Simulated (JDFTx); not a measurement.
## Energy of Fe along an even scaling of the cell

System: Fe (Im-3m, 1 atom in the cell).
Method: Kohn-Sham DFT of a periodic cell, PBE, PseudoDojo-SR-PBE-0.5-standard, spin-polarised (JDFTx 1.7.0 (patched build)).

The 7 runs differ only in the geometry, by an even scaling of the cell at fixed fractional positions. The structure derives from an entry of the Crystallography Open Database.

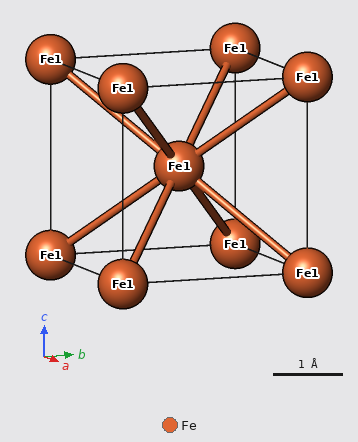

Figure 1. The structure of run 4 (ball-and-stick view of the cell 2 times as large as that of the calculation, set on its symmetry axes, seen slightly off an axis; atoms are numbered from 1 in the order of the input).

## Input of run 4
```
lattice \
   -2.7268747978     2.7268747978     2.7268747978 \
    2.7268747978    -2.7268747978     2.7268747978 \
    2.7268747978     2.7268747978    -2.7268747978
coords-type Lattice
ion Fe     0.0000000000     0.0000000000     0.0000000000 1

ion-species pseudo/Fe.upf
elec-cutoff 45
elec-ex-corr gga-PBE
kpoint-folding 13 13 13
elec-smearing Fermi 0.0018374661
elec-n-bands 15
spintype z-spin
initial-magnetic-moments Fe 3
elec-initial-magnetization 3 no
electronic-SCF nIterations 100 energyDiffThreshold 1e-09
electronic-minimize nIterations 30 energyDiffThreshold 1e-7
forces-output-coords Cartesian

dump-name run.$VAR
dump End Ecomponents EigStats BandEigs Kpoints Forces Stress
```

Command:
```bash
jdftx -c 1 -i Fe.in -o Fe.out
```

Lattice vectors (Å) and fractional positions of run 4:
```
  -1.443000    1.443000    1.443000
   1.443000   -1.443000    1.443000
   1.443000    1.443000   -1.443000
Fe  0.000000  0.000000  0.000000
```

Run 6 differs from it as follows:
```diff
-   -2.7268747978     2.7268747978     2.7268747978 \
-    2.7268747978    -2.7268747978     2.7268747978 \
-    2.7268747978     2.7268747978    -2.7268747978
+   -2.7627588444     2.7627588444     2.7627588444 \
+    2.7627588444    -2.7627588444     2.7627588444 \
+    2.7627588444     2.7627588444    -2.7627588444
```

## Results, with one run withheld

| run | volume per atom (Å³) | free energy per atom, from the lowest run given (meV) | pressure (GPa) |
| --- | --- | --- | --- |
| 1 | 11.298 | 0.90 | 2.10 |
| 2 | 11.538 | 0.00 | −0.96 |
| 3 | 11.778 | 3.29 | −3.60 |
| 4 | 12.019 | 9.76 | −4.91 |
| 5 | 12.259 | 17.63 | −6.05 |
| 6 | 12.499 | ? | ? |
| 7 | 12.740 | 41.88 | −10.48 |

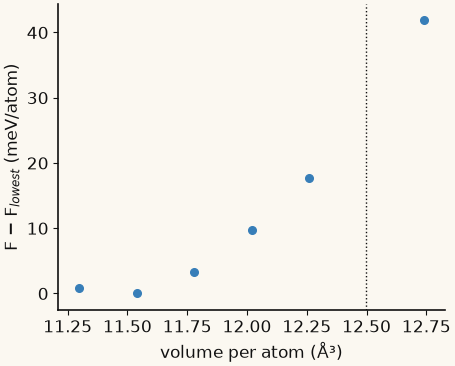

Figure 2. Free energy per atom of the runs given; the dotted line marks run 6.

Fit the runs given and predict run 6.

A cubic polynomial in V^(−2/3) (the Birch–Murnaghan form), fitted to the 6 runs given, misses them by at most 0.44 meV per atom. With x = V^(−2/3) − 0.19160 Å⁻², it reads F = 6.583 − 2468.7 x + 2.2612e+05 x² + 1.1859e+06 x³ (meV per atom). At run 6 it gives 28.91 meV per atom, and the run itself gives 28.06. The slope of the fit gives a pressure −dF/dV of −7.97 GPa there, and the run prints −8.17 GPa. The two needn't agree exactly: the fit is approximate, and the printed stress is taken on a finite basis. The fit has its minimum at 11.450 Å³ per atom, where V d²F/dV² gives 118 GPa: the bulk modulus at this level, since symmetry fixes the shape and the positions. So low a polynomial doesn't follow these energies more closely.

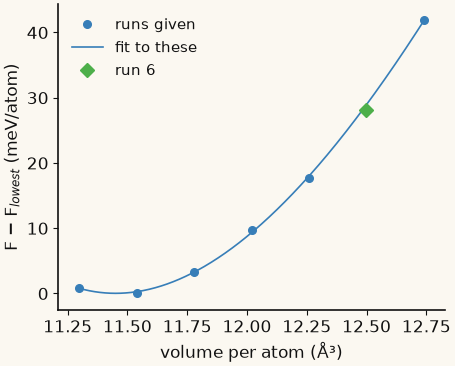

Figure 3. The fit and the withheld run.

## Some lines of the output (run 6)
```
[...]
unit cell volume = 84.3507
     Etot =     -121.9442460369710517
        F =     -121.9445418893468656
	HOMO-LUMO gap: +0.000711
	Optical gap  : +0.006190 at state 86 ( [ +0.000000 +0.000000 +0.153846 ] spin -1 )
```
